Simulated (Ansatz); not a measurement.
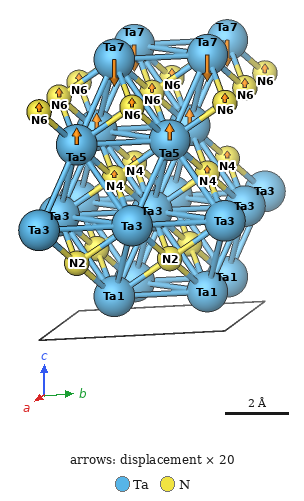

This is a constrained relaxation of a slab of composition Ta$_{4}$N$_{3}$ (cut from the Fm-3m phase). The starting structure is drawn; orange arrows show the displacements, 20 times their true length.

The picture is a ball-and-stick view of the 2 × 2 repeat of the cell, outlined in the plane, without the vacuum, seen slightly off an axis.

Case: clean slab, lower half held. The slab is the (1 1 1) face of TaN. 3 atoms are held fixed.

Computed with DFT r2SCAN, scalar-relativistic, plane waves, PAW (Ansatz). (plane-wave cutoff 500 eV; k-point mesh 9 × 9 × 1; occupations gaussian; smearing width 0.1 eV; no spin polarisation; dipole correction; atoms relaxed in a fixed cell; force threshold 0.03 eV/Å; at most 70 steps)

**Atoms of which element are displaced furthest, and by how much?**

Tantalum: up to 0.044 Å, against 0.016 Å for nitrogen.

**What happened in the run?**

Ta7 moves most: 0.044 Å along the normal (−c). By element the largest moves are Ta 0.044 Å, N 0.016 Å. The cell doesn't change. Near-neighbour distances that change, for instance: Ta5–Ta7 3.109 → 3.050 Å, N6–Ta7 2.198 → 2.164 Å, Ta3–Ta5 3.109 → 3.132 Å, N4–Ta5 2.198 → 2.207 Å. After 3 accepted moves (4 points after the start) the energy has fallen by 8.6 meV per cell of the calculation. The largest force component goes from 0.3 to 0.029 eV/Å. 1 step only repeated the SCF at the same geometry. The run took 54 s on 2 threads of Arm Neoverse V2, on a shared host, peak memory 0.88 GiB.

Limits of the set-up: the cell has an odd number of electrons but was run without spin polarisation.
